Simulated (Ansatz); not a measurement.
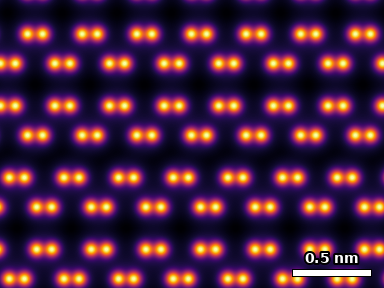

Dark-field STEM-like image of Sn (Cmce, No. 64) along [101]. Simulated incoherent Z contrast: every atom adds Z^1.7 spread by a probe of 0.67 Å full width; channelling and multiple scattering are left out. The probe carries 25 % of its weight in a tail 2.5 times as wide. The display is stretched by a gamma of 0.65; percentages refer to the linear signal.

One planar defect was built into the perfect crystal by geometry alone, without relaxation. Host structure: coordinates from a relaxation with DFT r2SCAN, scalar-relativistic, plane waves, PAW in Ansatz; the starting structure was generated, so it need not be a known form of this composition.

Q: Find the planar defect and say what kind it is.

A planar fault (a stacking fault) runs horizontally about 10 Å below the top edge. The part above it is shifted along the boundary by 1/3 of the 3.57 Å repeat of the rows (1.2 Å to the right, the same as 2.4 Å to the left); both parts keep the same orientation.
